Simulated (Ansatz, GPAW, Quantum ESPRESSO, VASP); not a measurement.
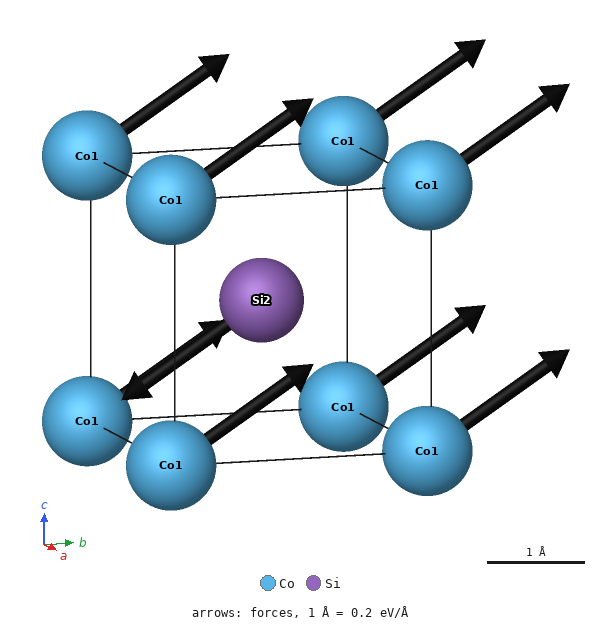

CoSi (2 atoms) with its atoms moved off their places at random, by some hundredths of an ångström. The arrows are the forces from VASP (PBE potentials, release 64 Co, Si). The parent cell is a structure listed in the Materials Project. It needn't be the stable form of this composition.

```
Co Si
1.0
     2.78133    0.00000    0.00000
     0.00000    2.78133    0.00000
     0.00000    0.00000    2.78133
Co Si
1 1
Direct
  0.98982 0.98882 0.99982
  0.49271 0.50471 0.51097
```

The same cell was run in four programs or potential sets. Alike in all runs: functional PBE; k mesh 10 × 10 × 10 on the run's cell of 2 atoms; occupations fermi-dirac, width 0.05 eV; collinear spin, ferromagnetic start; no spin-orbit coupling. The table gives the Cartesian components of the force on Co1; with the net force removed, that on Si2 is equal and opposite.

```tsv
program	Fx on Co1 (eV/Å)	Fy on Co1 (eV/Å)	Fz on Co1 (eV/Å)
VASP (PBE potentials, release 64 Co, Si)	0.041	0.221	0.156
GPAW (PAW data 1.2.1)	0.043	0.233	0.164
Ansatz LAPW (all-electron)	?	?	?
Quantum ESPRESSO (SSSP 1.3 efficiency)	0.040	0.219	0.155
```

Question: What does Ansatz LAPW (all-electron) give?

Answer: (0.040, 0.219, 0.154) eV/Å on Co1. The medians of the other rows are 0.041, 0.221, 0.156 eV/Å.

Question: How well do the programs agree?

Answer: The size of the force spans 0.271 to 0.288 eV/Å. Against the median force vectors, the rows deviate by 0.002 eV/Å rms as a rule, and GPAW (PAW data 1.2.1) most, by 0.016 eV/Å. With one functional throughout, the spread comes from potentials, basis sets and numerical settings, or from slightly different magnetic solutions. Deviations count direction as well as size.
